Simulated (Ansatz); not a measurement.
**Single-point calculation of GaSb (part 1 of 2)**

The run: single-point calculation of GaSb (slab, 16 atoms in the cell). Method and program: DFT PBE+D3(BJ), scalar-relativistic, plane waves, PAW, no spin polarisation (Ansatz 0.2.0).

The structure derives from an entry of the Crystallography Open Database. It belongs to a series of runs on one base structure; here: the slab at its places in the relaxed adsorbed structure. Figures and captions count atoms from 1; the log counts them from 0 in places.

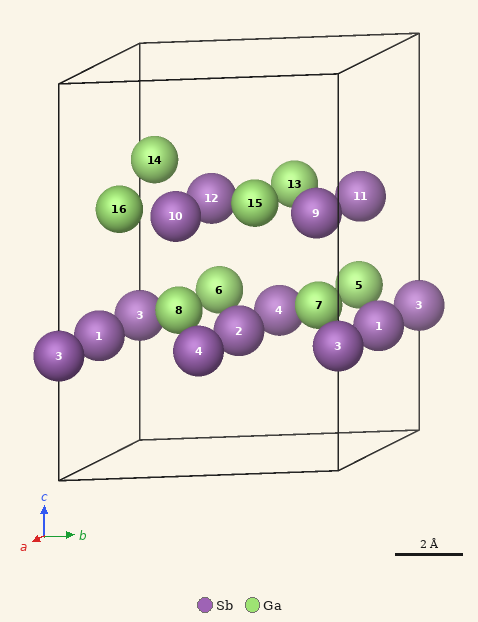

The structure as given in the input (spheres-only view of the cell of the calculation, with the vacuum cut short, seen slightly off an axis; atoms are numbered from 1 in the order of the input).

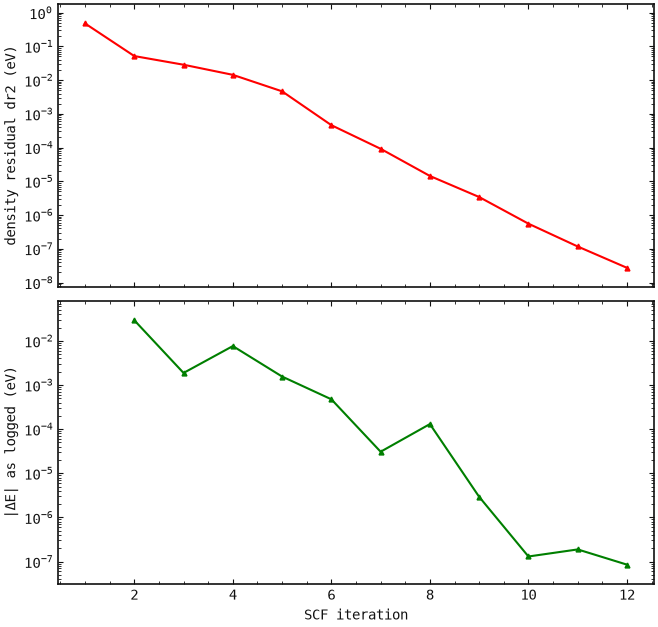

Convergence of the self-consistent field: density residual dr2 and size of the energy change against the SCF iteration. The residual falls at every step.

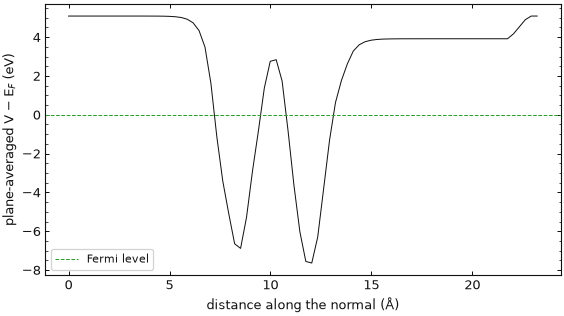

Plane average of the electrostatic potential energy of an electron across the cell, from the Fermi level. The vacuum level lies 3.92 eV above the Fermi level on the upper side and 5.09 eV on the lower.

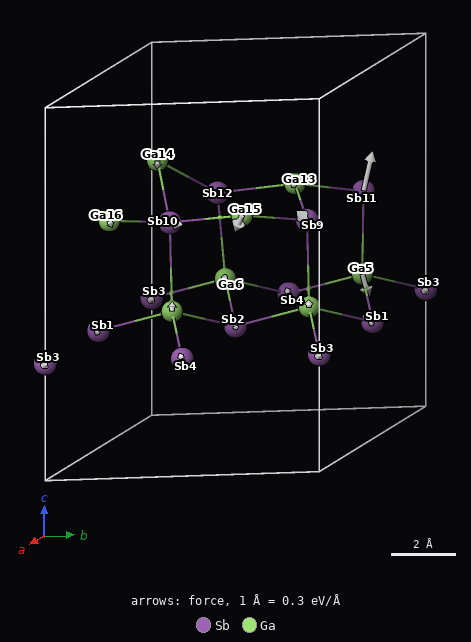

Forces on the atoms as white arrows (ball-and-stick view of the cell of the calculation, with the vacuum cut short, seen slightly off an axis; atoms are numbered from 1 in the order of the input); the smallest are left out. The largest act on Sb11 (0.40 eV/Å); Ga5 (0.26 eV/Å); Ga15 (0.21 eV/Å); Sb9 (0.19 eV/Å), among others. The geometry is not a stationary point of this energy.

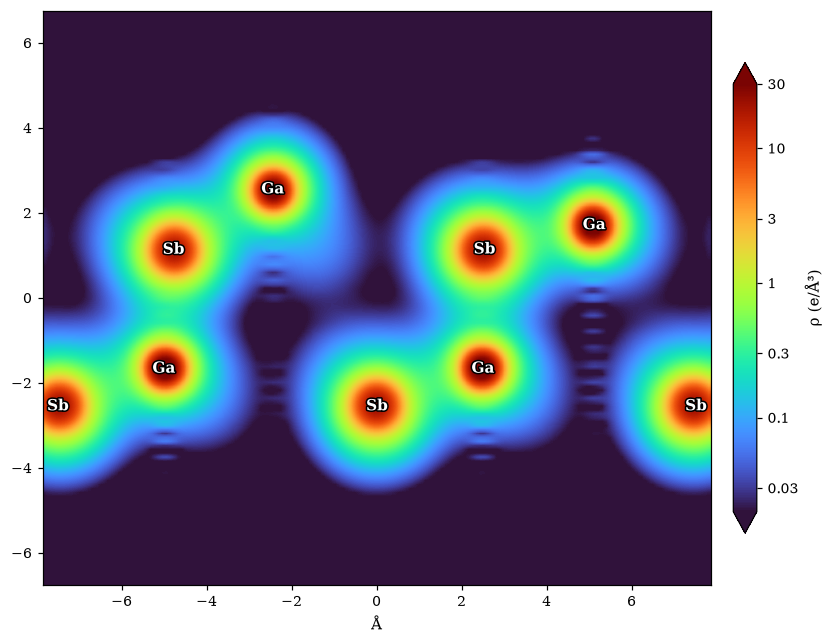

Valence charge density (pseudo) on the (110) plane of the calculation cell, a cut from vacuum to vacuum. Atoms in the plane: Sb and Ga. Ga–Sb (2.65 Å): ρ at the midpoint is about 0.41 e/Å³. Ga–Sb (2.74 Å): ρ at the midpoint is about 0.35 e/Å³. Ga–Sb (2.80 Å): ρ is about 0.3 e/Å³ halfway. The density dies away to nearly zero in the vacuum. Core electrons are frozen (PAW), so the fields are smoothed inside the atomic spheres.

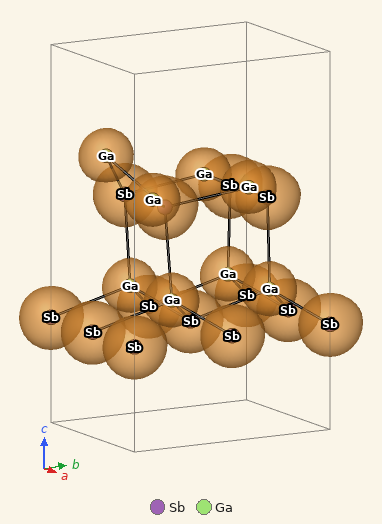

Isosurface of the valence pseudo-density at 0.6 e/Å³ (orange), seen slightly off an axis. Sticks mark near contacts. At this value the density breaks into separate islands; it holds about 75 % of the electrons treated as valence (semicore included). It is pinched off along the Ga–Sb (2.61 Å), Ga–Sb (2.65 Å), Ga–Sb (2.71 Å) and Ga–Sb (2.80 Å) contacts. On the grid the lowest density along these lines, outside the cores, is 0.43 e/Å³ (Ga–Sb, 2.61 Å), 0.4 e/Å³ (Ga–Sb, 2.65 Å), 0.33 e/Å³ (Ga–Sb, 2.71 Å) and 0.29 e/Å³ (Ga–Sb, 2.80 Å).

The input and output of the run follow.

### Input
```yaml
crystal:
  lattice:
    - [8.6680824697, 0.0, 0.0]
    - [-4.3340412349, 7.5067796209, 0.0]
    - [0.0, 0.0, 23.5041123123]
  atoms:
    - { symbol: Sb, position: [0.5, 0.0, 0.3403659706] }
    - { symbol: Sb, position: [0.5, 0.5, 0.3403659706] }
    - { symbol: Sb, position: [0.0, 0.0, 0.3403659706] }
    - { symbol: Sb, position: [0.0, 0.5, 0.3403659706] }
    - { symbol: Ga, position: [0.1666666667, 0.8333333333, 0.3780054462] }
    - { symbol: Ga, position: [0.1666666667, 0.3333333333, 0.3780054462] }
    - { symbol: Ga, position: [0.6666666667, 0.8333333333, 0.3780054462] }
    - { symbol: Ga, position: [0.6666666667, 0.3333333333, 0.3780054462] }
    - { symbol: Sb, position: [0.6612443157, 0.824046473, 0.4973002116] }
    - { symbol: Sb, position: [0.6329896623, 0.3121847208, 0.4980695105] }
    - { symbol: Sb, position: [0.1756792431, 0.8410335522, 0.4932183686] }
    - { symbol: Sb, position: [0.1678827401, 0.305352391, 0.4970609787] }
    - { symbol: Ga, position: [0.3181997819, 0.6460468802, 0.5190008964] }
    - { symbol: Ga, position: [0.3198840481, 0.1454486748, 0.5574799858] }
    - { symbol: Ga, position: [0.8365520658, 0.6544284954, 0.5217273673] }
    - { symbol: Ga, position: [0.8276908149, 0.1666854197, 0.5196341057] }
basis:
  ecutwfc: 420
kpoints:
  mp_grid: { grid: [3, 3, 1] }
hamiltonian:
  xc: pbe
  dispersion: d3bj
scf:
  occupations: { method: gaussian, width: 0.1 }
output:
  forces: true
  eigenvalues: true
  write_density: true
  volumetric_format: npy
efield:
  axis: 3
  dipole_correction: true
  ramp_width: 0.04
```

Command:
```bash
ansatz run input.yaml --threads 4 --pin off --max-ram 10240MiB --backend cpu --events-out ev --progress --plain --runs-dir out
```

### The program's output
```
Engine: ansatz 0.2.0, x86_64-unknown-linux-gnu
Pseudopotentials: kind: paw
Pseudopotential: Sb, paw, valence charge 15, recommended cutoff 420 eV (normal), Sb.paw.azcp
Pseudopotential: Ga, paw, valence charge 13, recommended cutoff 420 eV (normal), Ga.paw.azcp
Functional definition: PBE
  parameter kappa = 0.804
  parameter beta = 0.06672455060314922
  exchange = pbe_x(kappa = kappa, mu = beta*pi^2/3)
  correlation = pbe_c(beta = beta)
Crystal: 16 atoms, lattice volume = 1529.398 Å³
Basis set: ecut = 420 eV, 29965 PW (Γ), exchange–correlation on 120×120×320 points (8 copies of the dense FFT grid, shifted against one another)
Bands: 135, of which v1, the nominal top of the filled ones, is band 112 counted from 1 (111 counted from 0)
Symmetry: 1 space group operations
Space group: P1 (ITA 1), of the structure as read, at distance tolerance 1.2e-4 Å
k-points: 5 of 9 (time reversal used)
Non-local potential: Sb, projectors of the file, l = 0: 2, l = 1: 2, l = 2: 2, l = 3: 2
Non-local potential: Ga, projectors of the file, l = 0: 2, l = 1: 2, l = 2: 3, l = 3: 1
PAW form: soft (Blöchl's): semilocal exchange-correlation on the pseudo side does not see the compensation charge
PAW one-centre angular grid: Sb, 590 points (default); XC on 64 Gauss nodes
PAW one-centre angular grid: Ga, 590 points (default); XC on 64 Gauss nodes
Initial density: superposition of atomic densities (neutral atoms: chi_scale 0, normalization atom), corrected by the library's trained network
Initial wavefunctions: pseudopotential atomic-orbital guess
Functional: x = pbe(κ = 0.804, μ = 0.2195149727645171), c = pbe(β = 0.06672455060314922)
SCF iter   1: F=—  HF=-82141.220844 eV  |F-HF|=—  |Δ(HF+E_count)|=         —  Δρ=1.99e-3  dr2=4.77e-1  ethr=1.77e-3  p=0.333 e·Å  D=3.94e-2 V/Å  ΔV_dip=-0.93 eV  dr2_dipole=1.41e-1  V_vac-E_F(+/−)=4.12/5.04 eV  ⟨swp⟩=7.2  Hψ=2660  notcnv=0  defer=23
efield: sawtooth ramp at fractional position 0.9289 (placed from the atoms, in the widest stretch of the axis that holds none; the zero of the levels goes with the place), width 0.0400; the density the first Hamiltonian is built on has a dipole p = 0.333 e·Å; the dipole correction subtracts the counter field D = 3.94e-2 V/Å, which shifts the + side's vacuum level by -0.93 eV against the − side's; the planar-averaged density in the ramp window peaks in size at 1.1e-5 e/Å³
preconditioner: auto → LDOS  [insulator: Δε(μ)=0.381 eV  Ē_g=13.121 eV  σ=0.100 eV  W_gap=0.61  n_scr=200 (ndim 8)  ℏωp=11.4 eV  f_vac=0.653  D(μ)=8.26/eV (n_scr^D=24)  ε∞_Penn≈1.8  β→1.0]
SCF iter   2: F=—  HF=-82141.191615 eV  |F-HF|=—  |Δ(HF+E_count)|=   2.92e-2  Δρ=1.34e-3  dr2=5.15e-2  ethr=2.13e-4  p=0.413 e·Å  D=4.89e-2 V/Å  ΔV_dip=-1.15 eV  dr2_dipole=1.62e-3  V_vac-E_F(+/−)=3.92/5.06 eV  ⟨swp⟩=3.0  Hψ=1286  notcnv=0  defer=76
SCF iter   3: F=—  HF=-82141.189741 eV  |F-HF|=—  |Δ(HF+E_count)|=   1.87e-3  Δρ=1.07e-3  dr2=2.85e-2  ethr=2.30e-5  p=0.405 e·Å  D=4.79e-2 V/Å  ΔV_dip=-1.13 eV  dr2_dipole=4.47e-3  V_vac-E_F(+/−)=3.94/5.07 eV  ⟨swp⟩=2.0  Hψ=1058  notcnv=0  defer=76
SCF iter   4: F=—  HF=-82141.182137 eV  |F-HF|=—  |Δ(HF+E_count)|=   7.60e-3  Δρ=4.39e-4  dr2=1.43e-2  ethr=1.27e-5  p=0.412 e·Å  D=4.88e-2 V/Å  ΔV_dip=-1.15 eV  dr2_dipole=2.73e-3  V_vac-E_F(+/−)=3.92/5.07 eV  ⟨swp⟩=2.0  Hψ=935  notcnv=0  defer=76
SCF iter   5: F=—  HF=-82141.180583 eV  |F-HF|=—  |Δ(HF+E_count)|=   1.55e-3  Δρ=2.81e-4  dr2=4.64e-3  ethr=6.41e-6  p=0.419 e·Å  D=4.95e-2 V/Å  ΔV_dip=-1.16 eV  dr2_dipole=5.18e-4  V_vac-E_F(+/−)=3.92/5.08 eV  ⟨swp⟩=2.0  Hψ=891  notcnv=0  defer=76
SCF iter   6: F=—  HF=-82141.180109 eV  |F-HF|=—  |Δ(HF+E_count)|=   4.73e-4  Δρ=1.22e-4  dr2=4.61e-4  ethr=2.07e-6  p=0.421 e·Å  D=4.98e-2 V/Å  ΔV_dip=-1.17 eV  dr2_dipole=1.78e-6  V_vac-E_F(+/−)=3.92/5.09 eV  ⟨swp⟩=2.0  Hψ=870  notcnv=0  defer=76
SCF iter   7: F=—  HF=-82141.180079 eV  |F-HF|=—  |Δ(HF+E_count)|=   3.07e-5  Δρ=4.71e-5  dr2=9.19e-5  ethr=2.06e-7  p=0.421 e·Å  D=4.98e-2 V/Å  ΔV_dip=-1.17 eV  dr2_dipole=8.21e-7  V_vac-E_F(+/−)=3.92/5.09 eV  ⟨swp⟩=2.0  Hψ=1157  notcnv=0  defer=76
SCF iter   8: F=—  HF=-82141.180208 eV  |F-HF|=—  |Δ(HF+E_count)|=   1.30e-4  Δρ=1.93e-5  dr2=1.44e-5  ethr=4.10e-8  p=0.420 e·Å  D=4.98e-2 V/Å  ΔV_dip=-1.17 eV  dr2_dipole=2.86e-7  V_vac-E_F(+/−)=3.92/5.09 eV  ⟨swp⟩=2.0  Hψ=1237  notcnv=0  defer=70
SCF iter   9: F=—  HF=-82141.180211 eV  |F-HF|=—  |Δ(HF+E_count)|=   2.92e-6  Δρ=9.05e-6  dr2=3.42e-6  ethr=6.45e-9  p=0.421 e·Å  D=4.98e-2 V/Å  ΔV_dip=-1.17 eV  dr2_dipole=1.72e-9  V_vac-E_F(+/−)=3.92/5.09 eV  ⟨swp⟩=2.0  Hψ=1147  notcnv=0  defer=70
SCF iter  10: F=—  HF=-82141.180211 eV  |F-HF|=—  |Δ(HF+E_count)|=   1.30e-7  Δρ=3.98e-6  dr2=5.55e-7  ethr=1.53e-9  p=0.421 e·Å  D=4.98e-2 V/Å  ΔV_dip=-1.17 eV  dr2_dipole=1.03e-8  V_vac-E_F(+/−)=3.92/5.09 eV  ⟨swp⟩=2.0  Hψ=1157  notcnv=0  defer=70
SCF iter  11: F=—  HF=-82141.180211 eV  |F-HF|=—  |Δ(HF+E_count)|=   1.88e-7  Δρ=1.79e-6  dr2=1.17e-7  ethr=2.48e-10  p=0.421 e·Å  D=4.98e-2 V/Å  ΔV_dip=-1.17 eV  dr2_dipole=3.51e-9  V_vac-E_F(+/−)=3.92/5.09 eV  ⟨swp⟩=2.0  Hψ=1077  notcnv=0  defer=70
SCF iter  12: F=-82141.180211 eV  HF=-82141.180211 eV  |F-HF|=3.71e-8  |Δ(HF+E_count)|=   8.50e-8  Δρ=9.53e-7  dr2=2.73e-8  ethr=4.46e-11  p=0.421 e·Å  D=4.98e-2 V/Å  ΔV_dip=-1.17 eV  dr2_dipole=1.37e-9  V_vac-E_F(+/−)=3.92/5.09 eV  ⟨swp⟩=17.8  Hψ=3320  notcnv=0
SCF 1 converged in 12 iterations: F = -82141.180211 eV  dr2 = 2.73e-8
  greatest PAW one-centre occupation: 0.996 electrons in one spin orbital (limit 2), on the Sb atom at site 9 (counted from 0), in its partial waves of l = 2
SCF converged after 12 iterations
Free energy (F): -82141.180211 eV
Harris-Foulkes:  -82141.180211 eV  (|F-HF|=3.71e-8)
Internal energy: -82141.140295 eV  (E = F + TS)
E sigma→0 (E₀):  -82141.160253 eV
Entropy (-TS):   -0.039916 eV (-2.495 meV/atom)
Fermi energy:    -0.890363 eV
Dipole field:    D = 0.049790 V/Å  (p = 0.420828 e·Å, saw-weighted, corrected)
Work function:   Φ+ = 3.9180 eV   Φ− = 5.0883 eV
Levels:          The Fermi level and band energies are counted from a zero that moves with the ramp; work functions are not
```
